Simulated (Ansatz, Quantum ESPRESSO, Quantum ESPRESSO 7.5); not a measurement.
## Thickness dependence of 1T-SnS2

Aim: screening, gap and ionisation potential of 1T-SnS2 against the number of layers.

Program: Quantum ESPRESSO 7.5. Level of theory: plane-wave DFT, PBEsol, GBRV ultrasoft pseudopotentials (geometry by Ansatz 0.2.0 with PAW datasets; geometry under PBE and PBE-D3(BJ)). Results are calculated unless marked as measured.

## Step 1: The starting structure

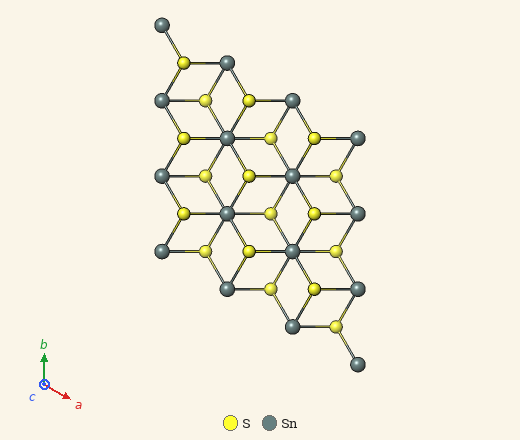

Start, viewed from above; sulfur yellow, tin teal. 3×3×1 cells are drawn. Some periodic images of atoms are drawn too.

The cell holds 3 atoms: 2 S and 1 Sn. Cell: a = 3.700 Å, b = 3.700 Å, c = 18.815 Å, α = 90.0°, β = 90.0°, γ = 120.0°. It derives from SnS2. Vacuum lies along c.

As a file:

```cif
data_structure
_symmetry_space_group_name_H-M 'P 1'
_symmetry_Int_Tables_number 1
_cell_length_a 3.7000
_cell_length_b 3.7000
_cell_length_c 18.8152
_cell_angle_alpha 90.000
_cell_angle_beta 90.000
_cell_angle_gamma 120.000
_cell_volume 223.07
loop_
_atom_site_label
_atom_site_type_symbol
_atom_site_fract_x
_atom_site_fract_y
_atom_site_fract_z
_atom_site_occupancy
S1 S 0.66667 0.33333 0.45176 1
Sn2 Sn 0.00000 0.00000 0.50000 1
S3 S 0.33333 0.66667 0.54824 1
```

## Step 2: Relaxation with Ansatz, 1 layer

The geometry comes first, from a plane-wave PAW code, so that the later runs on this slab share one structure.

The input, input.yaml:

```yaml
crystal:
  lattice:
    - [3.7, 0.0, 0.0]
    - [-1.85, 3.204293994, 0.0]
    - [0.0, 0.0, 18.8151668427]
  atoms:
    - { symbol: S, position: [0.6666666667, 0.3333333333, 0.451763201] }
    - { symbol: Sn, position: [0.0, 0.0, 0.5] }
    - { symbol: S, position: [0.3333333333, 0.6666666667, 0.548236799] }
kpoints:
  mp_grid: { grid: [12, 12, 1] }
hamiltonian:
  xc: pbe
scf:
  occupations: { method: fermi_dirac, width: 0.05 }
  convergence: { dr2_threshold: 1.0e-08 }
efield:
  axis: 3
  dipole_correction: true
  ramp_position: 0.97
  ramp_width: 0.04
relax:
  f_tol: 0.01
  cell: { fix: [c, alpha, beta] }
output:
  write_potential: true
  write_density: true
  volumetric_format: npy
```

On the command line:

```
$ ansatz run input.yaml --threads 4 --pin off --max-ram 8192MiB --backend cpu --events-out ev --progress --plain --runs-dir out
```

Numbers of over 12 decimals in the logs are rounded to 6 here.

What it wrote:

```text
Warning: relax.cell: scf.convergence.dr2_threshold = 1e-8 eV is looser than the 3e-10 eV advised for a relaxation that steers and ends on the stress (1e-10 eV for each atom of the cell: 3). What an SCF threshold leaves in a stress goes as its square root, and in the free energy as the threshold itself, and one threshold admits the most on a small cell: [figures from the program's tests cut] Set scf.convergence.dr2_threshold to 3e-10 eV or tighter. The threshold is an SCF's pass mark: one that does not reach it within its budget of iterations ends unconverged, or closes short of it on a stop that the run arms, and scf.convergence.dr2_threshold's page says what that costs each kind of run
Engine: ansatz 0.2.0, aarch64-unknown-linux-gnu
Pseudopotentials: kind: paw
Pseudopotential: S, paw, valence charge 6, recommended cutoff 420 eV (normal), S.paw.azcp
Pseudopotential: Sn, paw, valence charge 14, recommended cutoff 420 eV (normal), Sn.paw.azcp
Functional definition: PBE
  parameter kappa = 0.804
  parameter beta = 0.066725
  exchange = pbe_x(kappa = kappa, mu = beta*pi^2/3)
  correlation = pbe_c(beta = beta)
Crystal: 3 atoms, lattice volume = 223.071 Å³
Basis set: ecut = 420 eV, 4383 PW (Γ), exchange–correlation on 50×50×256 points (8 copies of the dense FFT grid, shifted against one another)
Bands: 17, of which v1, the nominal top of the filled ones, is band 13 counted from 1 (12 counted from 0)
Symmetry: 6 space group operations
k-points: 19 of 144 (time reversal used)
Non-local potential: S, projectors of the file, l = 0: 2, l = 1: 2, l = 2: 2
Non-local potential: Sn, projectors of the file, l = 0: 2, l = 1: 2, l = 2: 2, l = 3: 2
PAW form: soft (Blöchl's): semilocal exchange-correlation on the pseudo side does not see the compensation charge
PAW one-centre angular grid: S, 110 points (default); XC on 64 Gauss nodes
PAW one-centre angular grid: Sn, 590 points (default); XC on 64 Gauss nodes
Initial density: superposition of atomic densities (neutral atoms: chi_scale 0, normalization atom), corrected by the library's trained network
Initial wavefunctions: pseudopotential atomic-orbital guess
Functional: x = pbe(κ = 0.804, μ = 0.219515), c = pbe(β = 0.066725)
SCF iter   1: F=—  HF=-7825.867877 eV  |F-HF|=—  |Δ(HF+E_count)|=         —  Δρ=2.54e-3  dr2=2.21e-2  ethr=1.77e-3  p=0.000 e·Å  D=4.06e-5 V/Å  ΔV_dip=-0.00 eV  dr2_dipole=4.43e-9  V_vac-E_F(+/−)=5.21/5.21 eV  ⟨swp⟩=10.9  Hψ=2753  notcnv=0
efield: sawtooth ramp at fractional position 0.9700 (set: `efield.ramp_position`, or a place that a band, a saddle search or an elastic batch's reference lends), width 0.0400; the density the first Hamiltonian is built on has a dipole p = 0.000 e·Å; the dipole correction subtracts the counter field D = 4.06e-5 V/Å, which shifts the + side's vacuum level by -0.00 eV against the − side's; the planar-averaged density in the ramp window peaks in size at 6.5e-6 e/Å³
preconditioner: auto → none  [insulator: Δε(μ)=1.723 eV  Ē_g=17.018 eV  σ=0.050 eV  W_gap=1.00  n_scr=10 (ndim 8)  ℏωp=12.7 eV  f_vac=0.704  D(μ)=0.00/eV (n_scr^D=0)  ε∞_Penn≈1.6]
SCF iter   2: F=—  HF=-7825.859545 eV  |F-HF|=—  |Δ(HF+E_count)|=   8.33e-3  Δρ=9.50e-4  dr2=3.05e-3  ethr=8.49e-5  p=-0.000 e·Å  D=-1.82e-6 V/Å  ΔV_dip=0.00 eV  dr2_dipole=5.61e-9  V_vac-E_F(+/−)=5.01/5.01 eV  ⟨swp⟩=2.5  Hψ=682  notcnv=0
SCF iter   3: F=—  HF=-7825.858742 eV  |F-HF|=—  |Δ(HF+E_count)|=   8.04e-4  Δρ=4.72e-4  dr2=2.93e-4  ethr=1.17e-5  p=0.000 e·Å  D=3.52e-5 V/Å  ΔV_dip=-0.00 eV  dr2_dipole=1.69e-8  V_vac-E_F(+/−)=5.06/5.06 eV  ⟨swp⟩=2.0  Hψ=469  notcnv=0
SCF iter   4: F=—  HF=-7825.859039 eV  |F-HF|=—  |Δ(HF+E_count)|=   2.98e-4  Δρ=9.02e-5  dr2=1.19e-5  ethr=1.13e-6  p=-0.000 e·Å  D=-1.16e-4 V/Å  ΔV_dip=0.00 eV  dr2_dipole=3.07e-7  V_vac-E_F(+/−)=5.05/5.05 eV  ⟨swp⟩=2.1  Hψ=514  notcnv=0
SCF iter   5: F=—  HF=-7825.859151 eV  |F-HF|=—  |Δ(HF+E_count)|=   1.12e-4  Δρ=3.22e-5  dr2=1.39e-5  ethr=4.56e-8  p=0.000 e·Å  D=3.62e-4 V/Å  ΔV_dip=-0.01 eV  dr2_dipole=2.92e-6  V_vac-E_F(+/−)=5.05/5.05 eV  ⟨swp⟩=3.5  Hψ=691  notcnv=0
SCF iter   6: F=—  HF=-7825.859152 eV  |F-HF|=—  |Δ(HF+E_count)|=   1.71e-6  Δρ=1.36e-5  dr2=1.53e-6  ethr=4.56e-8  p=-0.000 e·Å  D=-1.12e-4 V/Å  ΔV_dip=0.00 eV  dr2_dipole=2.90e-7  V_vac-E_F(+/−)=5.05/5.05 eV  ⟨swp⟩=2.8  Hψ=561  notcnv=0
SCF iter   7: F=—  HF=-7825.859193 eV  |F-HF|=—  |Δ(HF+E_count)|=   4.04e-5  Δρ=3.92e-6  dr2=5.85e-8  ethr=5.87e-9  p=-0.000 e·Å  D=-2.06e-5 V/Å  ΔV_dip=0.00 eV  dr2_dipole=9.73e-9  V_vac-E_F(+/−)=5.05/5.05 eV  ⟨swp⟩=2.1  Hψ=388  notcnv=0
SCF iter   8: F=-7825.859193 eV  HF=-7825.859193 eV  |F-HF|=1.37e-10  |Δ(HF+E_count)|=   7.54e-8  Δρ=7.78e-7  dr2=1.95e-9  ethr=3.85e-11  p=-0.000 e·Å  D=-4.50e-6 V/Å  ΔV_dip=0.00 eV  dr2_dipole=3.46e-10  V_vac-E_F(+/−)=5.05/5.05 eV  ⟨swp⟩=11.1  Hψ=2507  notcnv=0
SCF 1 converged in 8 iterations: F = -7825.859193 eV  dr2 = 1.95e-9
  greatest PAW one-centre occupation: 0.994 electrons in one spin orbital (limit 2), on the Sn atom at site 1 (counted from 0), in its partial waves of l = 2
relax step   1: F+E_penalty+E_count = -7825.85919286 eV  Δ(F+E_penalty+E_count) = +0.000e0 eV  max|allowed force component| = 6.203e0 eV/Å  Δτ_max = 0.0000 Å  P = +11.866 GPa  Ω = 223.071 Å³  fix = [c, alpha, beta]  reactions: c +8.090 GPa  (8 SCF iters, accepted)
Crystal: 3 atoms, lattice volume = 230.435 Å³
Basis set: ecut = 420 eV, 4515 PW (Γ), exchange–correlation on 50×50×256 points (8 copies of the dense FFT grid, shifted against one another)
Initial density: handed on by an earlier stage of this run
Initial wavefunctions: those handed on with the density
iter 1 solved again at ethr=6.75e-4 eV; its pass at ethr=3.10e-3 eV (dr2=1.76e-1 eV) is discarded
SCF iter   1: F=—  HF=-7828.223517 eV  |F-HF|=—  |Δ(HF+E_count)|=         —  Δρ=6.80e-3  dr2=1.74e-1  ethr=6.75e-4  p=-0.000 e·Å  D=-4.58e-6 V/Å  ΔV_dip=0.00 eV  dr2_dipole=6.33e-10  V_vac-E_F(+/−)=5.12/5.12 eV  ⟨swp⟩=1.4  Hψ=2670  notcnv=0
efield: sawtooth ramp at fractional position 0.9700 (set: `efield.ramp_position`, or a place that a band, a saddle search or an elastic batch's reference lends), width 0.0400; the density the first Hamiltonian is built on has a dipole p = -0.000 e·Å; the dipole correction subtracts the counter field D = -4.58e-6 V/Å, which shifts the + side's vacuum level by +0.00 eV against the − side's; the planar-averaged density in the ramp window peaks in size at 5.0e-8 e/Å³
[...]
relax step   3: F+E_penalty+E_count = -7829.19900778 eV  Δ(F+E_penalty+E_count) = -1.020e0 eV  max|allowed force component| = 1.651e0 eV/Å  Δτ_max = 0.1945 Å  P = +1.897 GPa  Ω = 230.082 Å³  energy of the carried Pulay correction = -1.209e-3 eV  fix = [c, alpha, beta]  reactions: c +2.994 GPa  (9 SCF iters, accepted)
[...]
relax step   4: F+E_penalty+E_count = -7829.47645844 eV  Δ(F+E_penalty+E_count) = -2.775e-1 eV  max|allowed force component| = 8.240e-2 eV/Å  Δτ_max = 0.1946 Å  P = +0.028 GPa  Ω = 221.482 Å³  energy of the carried Pulay correction = +2.792e-4 eV  fix = [c, alpha, beta]  reactions: c -0.162 GPa  (9 SCF iters, accepted)
[...]
relax step   5: F+E_penalty+E_count = -7829.47790618 eV  Δ(F+E_penalty+E_count) = -1.448e-3 eV  max|allowed force component| = 2.349e-2 eV/Å  Δτ_max = 0.0146 Å  P = +0.060 GPa  Ω = 223.020 Å³  energy of the carried Pulay correction = +8.843e-6 eV  fix = [c, alpha, beta]  reactions: c +0.065 GPa  (7 SCF iters, accepted)
[...]
relax step   6: F+E_penalty+E_count = -7829.47781019 eV  Δ(F+E_penalty+E_count) = +9.599e-5 eV  max|allowed force component| = 1.429e-2 eV/Å  Δτ_max = 0.0016 Å  P = -0.039 GPa  Ω = 223.737 Å³  energy of the carried Pulay correction = -1.165e-4 eV  fix = [c, alpha, beta]  reactions: c -0.015 GPa  (7 SCF iters, accepted)
[...]
relax step   7: F+E_penalty+E_count = -7829.47793401 eV  Δ(F+E_penalty+E_count) = -1.238e-4 eV  max|allowed force component| = 5.240e-5 eV/Å  Δτ_max = 0.0004 Å  P = +0.004 GPa  Ω = 223.389 Å³  energy of the carried Pulay correction = -5.569e-5 eV  fix = [c, alpha, beta]  reactions: c +0.016 GPa  (7 SCF iters, accepted)
Initial wavefunctions: pseudopotential atomic-orbital guess (no wavefunctions were taken with the density)
iter 1 solved again at ethr=1.79e-6 eV; its pass at ethr=3.10e-3 eV (dr2=4.65e-4 eV) is discarded
SCF iter   1: F=—  HF=-7829.477849 eV  |F-HF|=—  |Δ(HF+E_count)|=         —  Δρ=3.25e-6  dr2=1.35e-8  ethr=1.79e-6  p=-0.000 e·Å  D=-3.71e-6 V/Å  ΔV_dip=0.00 eV  dr2_dipole=7.62e-10  V_vac-E_F(+/−)=6.01/6.01 eV  ⟨swp⟩=3.2  Hψ=3029  notcnv=0
efield: sawtooth ramp at fractional position 0.9700 (set: `efield.ramp_position`, or a place that a band, a saddle search or an elastic batch's reference lends), width 0.0400; the density the first Hamiltonian is built on has a dipole p = -0.000 e·Å; the dipole correction subtracts the counter field D = -3.71e-6 V/Å, which shifts the + side's vacuum level by +0.00 eV against the − side's; the planar-averaged density in the ramp window peaks in size at 9.0e-8 e/Å³
eigensolver tolerance schedule: the retry pair's looser diagonalisation over-reported the residual by 34472.28 of it (diagonalisation noise at an unbounded share of the residual, at the tolerance the schedule requests for it); recorded, not acted on — ethr = c·dr2/N_el stays at c = 1.0e-1
preconditioner: auto → none  [insulator: Δε(μ)=1.574 eV  Ē_g=15.885 eV  σ=0.050 eV  W_gap=1.00  n_scr=10 (ndim 8)  ℏωp=12.7 eV  f_vac=0.655  D(μ)=0.00/eV (n_scr^D=0)  ε∞_Penn≈1.6]
SCF iter   2: F=—  HF=-7829.477964 eV  |F-HF|=—  |Δ(HF+E_count)|=   1.16e-4  Δρ=2.56e-6  dr2=3.76e-8  ethr=5.19e-11  p=0.000 e·Å  D=1.39e-5 V/Å  ΔV_dip=-0.00 eV  dr2_dipole=8.52e-9  V_vac-E_F(+/−)=6.01/6.01 eV  ⟨swp⟩=4.4  Hψ=1031  notcnv=0
SCF iter   3: F=—  HF=-7829.477964 eV  |F-HF|=—  |Δ(HF+E_count)|=   6.19e-8  Δρ=1.83e-6  dr2=2.78e-8  ethr=5.19e-11  p=-0.000 e·Å  D=-1.25e-5 V/Å  ΔV_dip=0.00 eV  dr2_dipole=7.20e-9  V_vac-E_F(+/−)=6.01/6.01 eV  ⟨swp⟩=3.0  Hψ=584  notcnv=0
SCF iter   4: F=-7829.477964 eV  HF=-7829.477964 eV  |F-HF|=1.35e-7  |Δ(HF+E_count)|=   6.24e-9  Δρ=1.14e-6  dr2=2.55e-9  ethr=3.85e-11  p=-0.000 e·Å  D=-2.51e-6 V/Å  ΔV_dip=0.00 eV  dr2_dipole=3.20e-10  V_vac-E_F(+/−)=6.01/6.01 eV  ⟨swp⟩=9.4  Hψ=2296  notcnv=0
SCF 8 converged in 4 iterations: F = -7829.477964 eV  dr2 = 2.55e-9
relax step   8: F+E_penalty+E_count = -7829.47796438 eV  Δ(F+E_penalty+E_count) = -3.037e-5 eV  max|allowed force component| = 2.994e-5 eV/Å  Δτ_max = 0.0000 Å  P = -0.012 GPa  Ω = 223.389 Å³  fix = [c, alpha, beta]  reactions: c -0.000 GPa  stress off target by 1.76e-2 GPa on what of the cell is left free  SCF on the basis re-selected at this cell (its energy is not comparable with the rows above)  (4 SCF iters)
basis re-selected at this cell: Δ(F+E_penalty+E_count) = -3.037e-5 eV, ΔP = -0.016 GPa vs the last step (what re-selecting the basis moved, of the pressure what is left beyond the Pulay correction that the steps carried, after the strain that the cell walked since its last selection, with what the two solves' SCF thresholds leave and, on support functions, any second-order correction that the steps lacked; it is no m [...]
WARN: The output density's exchange-correlation potential varies sharply where the density is thin. Do not read a vacuum level from v_tot or v_xc, or from such a field of the output density. On a cell that repeats whose density bears no net charge and no dipole along the vacuum's axis use v_es (v_loc + v_h of the components); under efield.dipole_correction with no amplitude use v_es + v_field, which holds any externa [...]
SCF converged after 4 iterations
Free energy (F): -7829.477964 eV
Harris-Foulkes:  -7829.477964 eV  (|F-HF|=1.35e-7)
Internal energy: -7829.477964 eV  (E = F + TS)
E sigma→0 (E₀):  -7829.477964 eV
Entropy (-TS):   -0.000000 eV (-0.000 meV/atom)
Fermi energy:    -2.013854 eV
Dipole field:    D = 0.000020 V/Å  (p = 0.000025 e·Å, saw-weighted, corrected)
Work function:   Φ+ = 6.0126 eV   Φ− = 6.0130 eV
Levels:          The Fermi level and band energies are counted from a zero that moves with the ramp; work functions are not
--- Per-component energies (eV) ---
  E_band       = -354.856998
  E_kinetic    = 399.061876
  E_local      = -11250.857672  (includes V_loc(G=0)·N_el)
  E_nonlocal   = 26.838089
  E_hartree    = 5556.345685
  E_xc         = -574.010458
  E_vxc        = -267.777088  (∫ρ·V_xc dr)
  E_paw        = -5343.128362  (= ΣΔE_a)
  E_vpaw       = -374.812616  (= ΣTr[D̂ρ^β])
  E_aug_tail   = 0.000003  (compensation charges beyond the density's cutoff)
  E_efield     = 0.000000  (sawtooth field / dipole correction)
  E_vefield    = -0.000099  (∫n·V_field dr)
  E_ewald      = 3356.272874
  E_smearing   = -0.000000  (= −TS)
  E_closure    = -0.000000  (closes the sum)
  Σ components = -7829.477964   (vs F -7829.477964, Δ=0.00e0)
--- Forces (eV/Å), atoms counted from 1 ---
  atom   1  S      0.00000000    -0.00000000    -0.00002156
  atom   2  Sn    -0.00000000     0.00000000     0.00002837
  atom   3  S      0.00000000     0.00000000    -0.00001152
  max |Σ_I F_I| component: 4.71e-6 eV/Å
--- Stress (GPa, compression-positive) ---
       -0.017587       0.000000      -0.000000
       -0.000000      -0.017587      -0.000000
       -0.000000      -0.000000      -0.000012
  P = ⅓ Tr σ = -0.0117 GPa (-0.117 kbar)
--- Band table (eV; the first three rows and the last of 19) ---
  k-point 0: bands = [... 9 lower, -3.3029, -3.3029, -2.9346, -2.9346, -0.5208, 0.9598, 2.5670, 2.5670]
  k-point 1: bands = [... 9 lower, -3.5300, -3.5273, -3.2115, -2.8605, -0.2235, 1.3494, 2.4360, 2.7338]
  k-point 2: bands = [... 9 lower, -3.9379, -3.8545, -3.4495, -2.8338, 0.0191, 1.8007, 2.7804, 3.1334]
  k-point 18: bands = [... 9 lower, -6.2512, -5.8327, -3.3940, -3.3940, -0.1733, 3.3576, 3.3576, 4.6344]
--- Relaxed structure (7 steps of the walk, 7 accepted, 1 SCFs on fresh bases) ---
  F+E_penalty+E_count = -7829.47796438 eV   max|allowed force component| = 2.994e-5 eV/Å   (the final SCF, on the basis selected at the relaxed cell)
  cell:  # Å, volume = 223.3888 Å³
    - [3.702639, 0.0, 0]
    - [-1.851320, 3.206579, 0]
    - [0, 0, 18.8151668427]
  atoms:
    - { symbol: S, position: [0.666667, 0.333333, 0.421448] }
    - { symbol: Sn, position: [0, 0, 0.500000] }
    - { symbol: S, position: [0.333333, 0.666667, 0.578552] }
```

Elapsed: 14 s, on 4 threads of Arm Neoverse V1, shared host; peak memory 0.61 GiB; 51 s of CPU time.

Step by step:

```tsv
step	energy less that of the first step (eV)	largest force component (eV/Å)	pressure (GPa)	volume (Å³)
1	0.0000	6.2031	11.87	223.07
2	-2.3200	3.5980	5.38	230.44
3	-3.3398	1.6508	1.90	230.08
4	-3.6173	0.0824	0.03	221.48
5	-3.6187	0.0235	0.06	223.02
6	-3.6186	0.0143	-0.04	223.74
7	-3.6187	0.0001	0.00	223.39
8*	-3.6188	0.0000	-0.01	223.39
```

Relaxation steps marked * repeat the geometry before them on a plane-wave basis chosen anew for their cell, so energy and pressure can jump there.

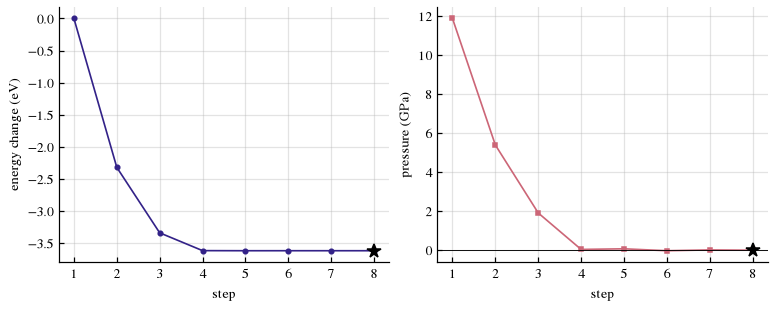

Energy and pressure along the relaxation. Stars mark steps on a basis chosen anew.

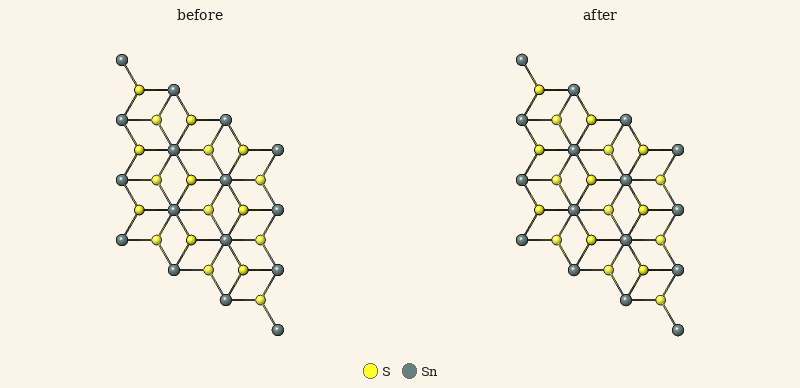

Before and after, at one scale.

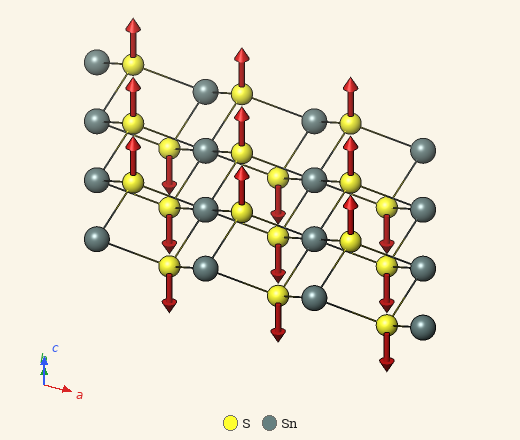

Displacements in the relaxation, exaggerated, measured against the changing cell; the longest in the cell stands for 0.57 Å. 3×3×1 cells are drawn. Some periodic images of atoms are drawn too.

```tsv
cell as run	before	after	change
a (Å)	3.700	3.703	+0.1 %
b (Å)	3.700	3.703	+0.1 %
```

The atoms that moved most (Å, along periodic axes as changes of fractional coordinates times the final cell, across vacuum about the mean position):

```tsv
atom	dx	dy	dz	length
S1	0.000	0.000	-0.570	0.570
S3	0.000	0.000	0.570	0.570
```

Final coordinates:

```cif
data_structure
_symmetry_space_group_name_H-M 'P 1'
_symmetry_Int_Tables_number 1
_cell_length_a 3.7026
_cell_length_b 3.7026
_cell_length_c 18.8152
_cell_angle_alpha 90.000
_cell_angle_beta 90.000
_cell_angle_gamma 120.000
_cell_volume 223.39
loop_
_atom_site_label
_atom_site_type_symbol
_atom_site_fract_x
_atom_site_fract_y
_atom_site_fract_z
_atom_site_occupancy
S1 S 0.66667 0.33333 0.42145 1
Sn2 Sn 0.00000 0.00000 0.50000 1
S3 S 0.33333 0.66667 0.57855 1
```

This step gave:

```
free energy                                                      : -7829.4780 eV
Fermi energy                                                     : -2.014 eV
gap by band count                                                : 1.574 eV
symmetry operations                                              : 6
dipole along the normal                                          : 2.50e-5 e·Å
vacuum level at the upper face over a Fermi level inside the gap : 6.013 eV
vacuum level at the lower face over a Fermi level inside the gap : 6.013 eV
```

[end of part 1 of 8]

[Logs are printed without paths, hosts, clocks, repeated set-up lines and the standing remarks that a program may print on its own settings, such as how far it seeks lower states.]

[Hosts, paths, dates, database ids (printed as entryN), source tags and the programs' standing remarks are cut or masked in the printed files.]

[Maps of the electrostatic potential energy from Ansatz leave out the sawtooth potential of an applied field or a dipole correction, so their vacuum need not be flat; planar profiles and work functions include it.]
